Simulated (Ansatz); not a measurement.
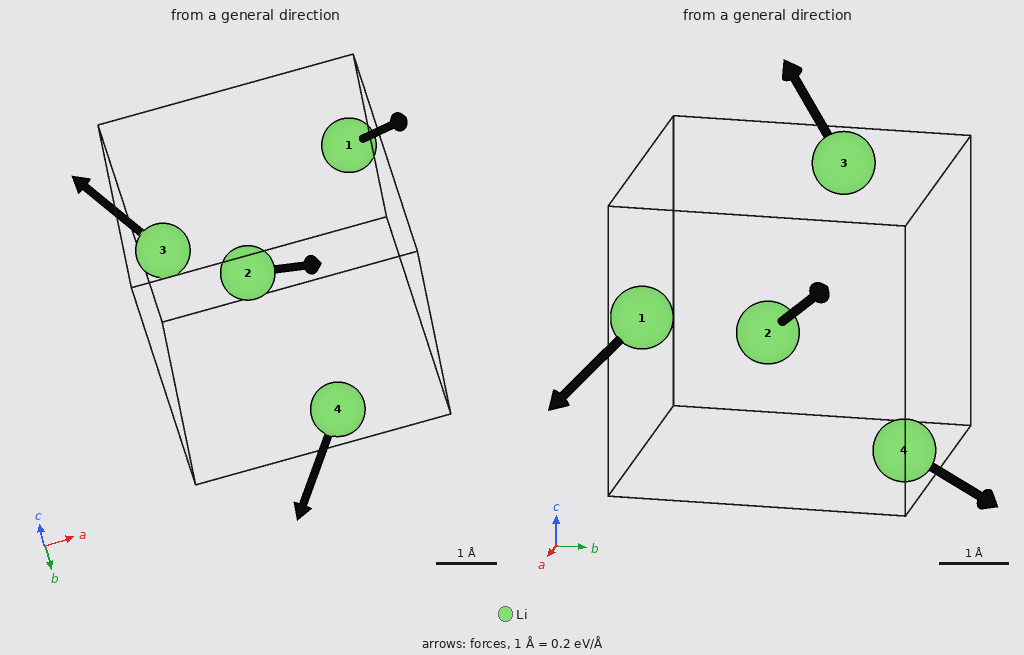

We look at a spheres-only model of the crystal from two general directions. The frame is the simulation cell; atoms at its boundary are shown with their periodic copies. The arrows are the computed forces on the atoms.

System: Li. Computational set-up: Ansatz 0.2.0, DFT PBEsol, scalar-relativistic, plane waves, PAW, wavefunction cutoff 420 eV, k-points on a 10×10×10 grid, Gaussian smearing of 0.1 eV, no spin polarisation.

Question: Judging by the arrows, is the geometry relaxed?

Answer: No. The atoms still feel forces of up to about 0.31 eV/Å, far above a usual threshold of 0.01 to 0.03 eV/Å.

Question: Where is the maximum force, and how large is it?

Answer: All Li atoms, about 0.31 eV/Å.

Starting structure: a structure listed in the Materials Project. The cell was then strained or its atoms displaced on purpose. A calculation with Ansatz used it as input.
